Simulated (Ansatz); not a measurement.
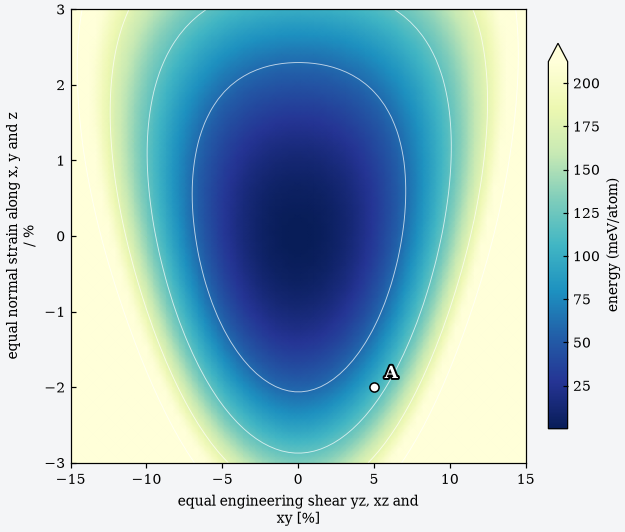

Pt (Fm-3m, No. 225; 1 atom in the cell). The energy is mapped over two homogeneous strains (x, y and z along the cube axes). Coordinates scanned: (1) equal engineering shear yz, xz and xy; (2) equal normal strain along x, y and z. Nothing is relaxed (symmetry fixes all fractional coordinates). The grid has 7 × 7 points. Points are written as (first, second). Energies are in meV/atom, from the lowest grid point. All numbers below come from DFT LDA, scalar-relativistic, plane waves, PAW in Ansatz 0.2.0. Settings: cutoff 420 eV, k-mesh 20×20×20, gaussian smearing 0.15 eV, no spin polarisation.

In the figure: a smooth colour map with a few white contour lines, one colour for all values above the top of the scale, the point A. Between grid points the surface is interpolated.

> Which way does the force act at A, and how strong is it?

A, at (5 %, −2 %), is not a stationary point. The computed force is 19 meV/atom for each 1 % towards smaller values of the first coordinate and 68 meV/atom for each 1 % towards larger values of the second coordinate.

PAW datasets: the set soft_1.
